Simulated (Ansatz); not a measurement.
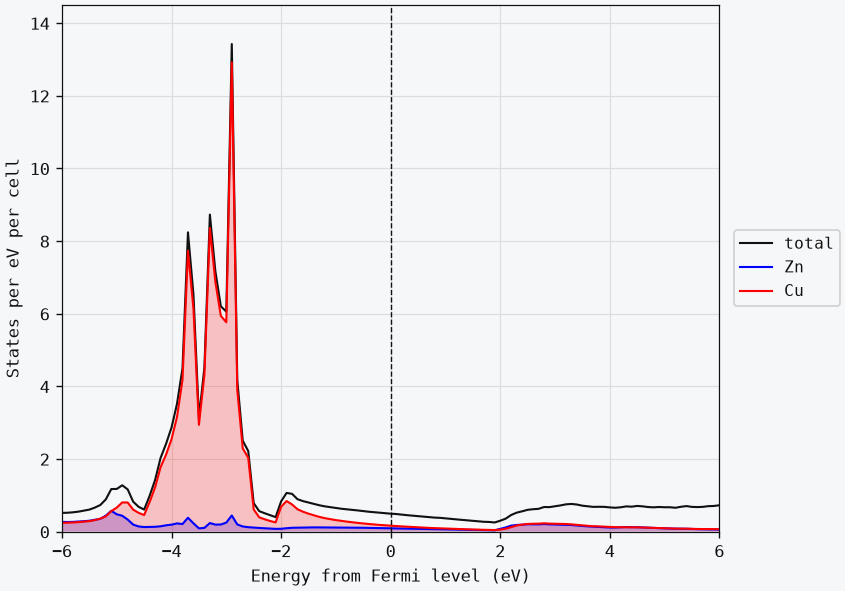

Density of states of ZnCu, space group Pm-3m, 2 atoms in the cell. Level of theory: DFT PBEsol, scalar-relativistic, plane waves, PAW, no spin polarisation, 14×14×14 k mesh, 420 eV cutoff, Gaussian smearing of 0.1 eV; code Ansatz. Energies are counted from the Fermi level. The partial curves are projected on Löwdin-orthogonalised atomic shells; they sum to less than the total at higher energies, where shells without a projector contribute.

It is a metal. The density of states at the Fermi level is about 0.49 per eV and cell (mean within 0.25 eV), or 0.25 per atom. The tallest peak in the window is at −2.9 eV; by projected weight it is Cu almost alone.
